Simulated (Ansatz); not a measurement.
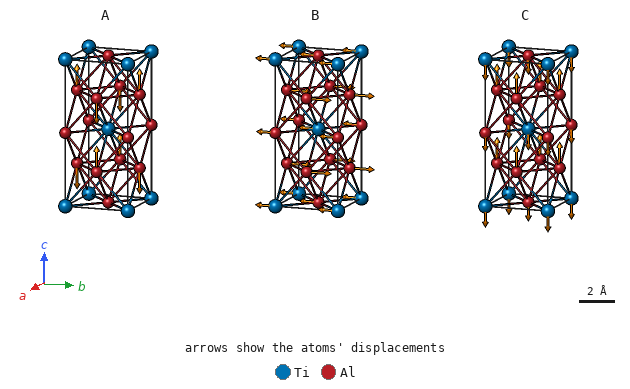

Three optical modes of a crystal of TiAl$_{3}$ at the zone centre, in no order (one member of each degenerate set). The orange arrows are the displacements of the atoms (eigenvector over the root of the mass), of arbitrary overall length and sign. A ball-and-stick model of the conventional cell (2 times the calculation's cell), seen slightly off an axis. Lengths and directions refer to the drawn axes.

All numbers below come from Ansatz 0.2.0, DFT PBE, scalar-relativistic, plane waves, PAW. Set-up: plane-wave cutoff 420 eV; k-point mesh 18 × 18 × 18; occupations gaussian; smearing width 0.15 eV; no spin polarisation.

Order them from the lowest to the highest frequency (imaginary ones first).

B (220 cm⁻¹), A (253 cm⁻¹), C (319 cm⁻¹). B, E_u: The Al (4d) sublattice moves against the Ti and Al (2b) sublattices, along b; the kinetic energy is shared as Al 73 %, Ti 27 %. A, B₁g: The Ti and Al (2b) atoms stay at rest; all motion is along c; atoms of one kind move against one another, with no net shift of their sublattice. C, A₂u: The Al (4d) sublattice moves against the Ti and Al (2b) sublattices, along c; the kinetic energy is shared as Al 72 %, Ti 28 %. The crystal is metallic in this run.
